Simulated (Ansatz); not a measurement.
## Electronic structure of Mg32O31 (cell with a defect) in real space

Input file:

```
crystal:
  lattice:
    - [8.8332, 0.0, 0.0]
    - [0.0, 8.8332, 0.0]
    - [0.0, 0.0, 8.8332]
  atoms:
    - { symbol: Mg, position: [0.5034057, -0.0044645, -0.0004774] }
    - { symbol: O, position: [0.7533035, 0.2435812, 0.2472319] }
    - { symbol: Mg, position: [0.7499503, 0.2533308, 0.0001826] }
    - { symbol: O, position: [3.98e-05, 0.4967782, 0.249528] }
    - { symbol: Mg, position: [0.7503403, 0.0025136, 0.2504054] }
    - { symbol: O, position: [7.13e-05, 0.2461658, 0.5009943] }
    - { symbol: Mg, position: [-0.0046245, -0.0003079, 0.0007356] }
    - { symbol: O, position: [0.2495081, 0.2499364, 0.2509412] }
    - { symbol: Mg, position: [0.2556222, 0.2481847, -6.61e-05] }
    - { symbol: Mg, position: [0.5000129, 0.498459, -1.97e-05] }
    - { symbol: O, position: [0.7487453, 0.752152, 0.2518729] }
    - { symbol: Mg, position: [0.7507666, 0.7495786, 0.0034546] }
    - { symbol: O, position: [-0.0007572, -0.0013563, 0.2507165] }
    - { symbol: Mg, position: [0.2485338, -0.0018709, 0.2506704] }
    - { symbol: O, position: [0.4960845, 0.2501311, 0.4962523] }
    - { symbol: Mg, position: [0.5017517, 0.2513296, 0.2473549] }
    - { symbol: O, position: [0.7491022, 0.4964263, 0.4974] }
    - { symbol: Mg, position: [0.7491373, 0.4985948, 0.2545993] }
    - { symbol: O, position: [-0.0005545, 0.7523483, 0.4918676] }
    - { symbol: Mg, position: [0.5026871, -0.0017078, 0.5018019] }
    - { symbol: O, position: [0.7535681, 0.2456208, 0.7464915] }
    - { symbol: Mg, position: [0.746102, 0.2497852, 0.5061507] }
    - { symbol: O, position: [0.0024283, 0.4988158, 0.7476522] }
    - { symbol: Mg, position: [0.751026, 0.0029473, 0.7509115] }
    - { symbol: O, position: [-0.0044841, 0.2506168, 0.0012848] }
    - { symbol: Mg, position: [0.0004622, 0.5113255, -0.0022414] }
    - { symbol: O, position: [0.2559168, 0.7489772, 0.2499053] }
    - { symbol: Mg, position: [0.2517323, 0.7490051, 0.0006476] }
    - { symbol: O, position: [0.501309, 0.0030672, 0.2479737] }
    - { symbol: Mg, position: [-0.0005237, 0.2487787, 0.2443674] }
    - { symbol: O, position: [0.2486037, 0.497895, 0.4962373] }
    - { symbol: Mg, position: [0.2525823, 0.5077933, 0.2546944] }
    - { symbol: O, position: [0.5025442, 0.7506458, 0.5069092] }
    - { symbol: Mg, position: [0.4983258, 0.746686, 0.2486281] }
    - { symbol: O, position: [0.7491707, 0.0019512, 0.5039317] }
    - { symbol: Mg, position: [-0.0023933, 0.0009476, 0.5001328] }
    - { symbol: O, position: [0.2497364, 0.2512861, 0.7473071] }
    - { symbol: Mg, position: [0.2456485, 0.2486356, 0.4970856] }
    - { symbol: O, position: [0.5008804, 0.5023495, 0.7483881] }
    - { symbol: Mg, position: [0.4930793, 0.4986298, 0.4981954] }
    - { symbol: O, position: [0.7492423, 0.7438063, 0.7487713] }
    - { symbol: Mg, position: [0.7465791, 0.7501774, 0.5065759] }
    - { symbol: O, position: [9.71e-05, 0.0081112, 0.7529588] }
    - { symbol: Mg, position: [0.2454096, -0.00087, 0.7470059] }
    - { symbol: O, position: [0.5070933, 0.2517646, 0.0030735] }
    - { symbol: Mg, position: [0.5050651, 0.2492598, 0.7536157] }
    - { symbol: O, position: [0.7527588, 0.5008978, 0.0049689] }
    - { symbol: Mg, position: [0.7564433, 0.5036251, 0.7501088] }
    - { symbol: O, position: [-0.0012283, 0.7433504, -0.0009247] }
    - { symbol: Mg, position: [0.0044961, 0.7479486, 0.2561708] }
    - { symbol: O, position: [0.2480401, -0.0002685, 0.4941481] }
    - { symbol: Mg, position: [0.0010735, 0.4967711, 0.4999624] }
    - { symbol: O, position: [0.246399, 0.7465945, 0.745291] }
    - { symbol: Mg, position: [0.2502578, 0.7464584, 0.4974953] }
    - { symbol: O, position: [0.5030604, 0.0040591, 0.7443912] }
    - { symbol: Mg, position: [-0.00083, 0.2494013, 0.7450395] }
    - { symbol: O, position: [0.2513279, 0.497957, 0.0020086] }
    - { symbol: Mg, position: [0.2518015, 0.49914, 0.7530393] }
    - { symbol: O, position: [0.4996014, 0.7466658, 0.0032205] }
    - { symbol: Mg, position: [0.5003015, 0.7447814, 0.7496752] }
    - { symbol: O, position: [0.7462599, 0.000646, 0.0055497] }
    - { symbol: Mg, position: [-0.0023743, 0.7500054, 0.7492666] }
    - { symbol: O, position: [0.2521275, 0.0003254, 6.08e-05] }
basis:
  ecutwfc: 420.0
kpoints:
  mp_grid: { grid: [1, 1, 1] }
hamiltonian:
  xc: pbe
  dispersion: d3bj
  pseudopotentials: { kind: paw, azcp: { folder: soft_1 } }
scf:
  occupations: { method: gaussian, width: 0.05 }
  lower_state_search: "off"
relax:
  f_tol: 0.03
  max_steps: 60
  adjacent_minimum: "off"
output:
  write_density: true
  write_potential: true
  elf: true
  volumetric_format: npy
```

Launched as:

```sh
ansatz run input.yaml --threads 4 --pin off --max-ram 10240MiB --backend cpu --events-out ev --progress --plain --runs-dir out
```

The fields are those of the run's last geometry, not of the input's.

PAW files of the earlier set (soft_1).

All numbers below come from DFT PBE-D3(BJ), scalar-relativistic, plane waves, PAW (Ansatz).

The density is the valence pseudo-density of a PAW calculation; it isn't the true density close to the nuclei.

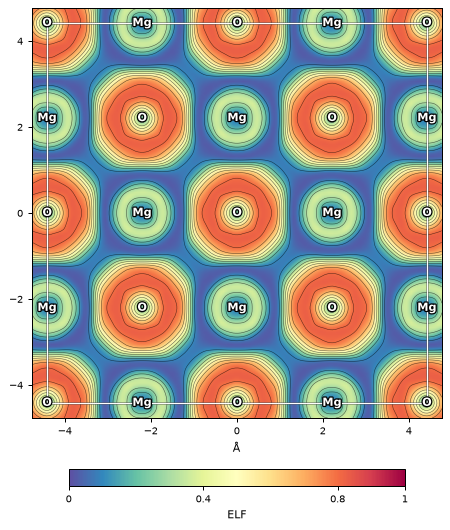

Figure 1. ELF on the (100) plane of the calculation cell.

Q: Read the bonding off the picture.

A:
- The section cuts through O and Mg sites.
- Mg–O (2.21 Å): the ELF peaks at about 0.85 in the valence shell of O, 0.6 Å from its nucleus, and is about 0.35 at the midpoint: a largely ionic contact.

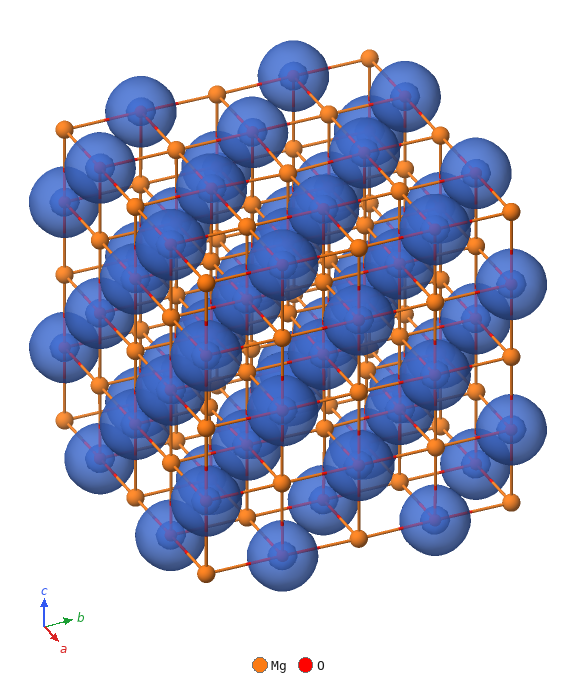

Figure 2. Isosurface of the electron localisation function at 0.7 (blue), seen at an oblique angle. Only the valence region is drawn (cores and ρ < 0.01 e/Å³ removed). Sticks mark near contacts.

Q: Where are the electrons localised?

A: The ELF exceeds this value in 31 regions wrapped around O (the valence shell of each) and one pocket between the atoms, centred on no nucleus (multi-centre or interstitial), counted in one cell of 63 atoms. Any copies at cell faces, edges or corners count once. Profiles from the grid: Mg–O (2.13 Å): the ELF peaks at about 0.85 in the valence shell of O, 0.7 Å from its nucleus, and is about 0.35 at the midpoint; a closed-shell, largely ionic contact. Mg–O (2.19 Å): the ELF peaks at about 0.80 in the valence shell of O, 0.6 Å from its nucleus, and is about 0.35 at the midpoint; a largely ionic contact.

Q: Metal or insulator at this level of theory?

A: It is gapped, with a Kohn–Sham gap of 2.1 eV at the Γ point, the only k-point used.
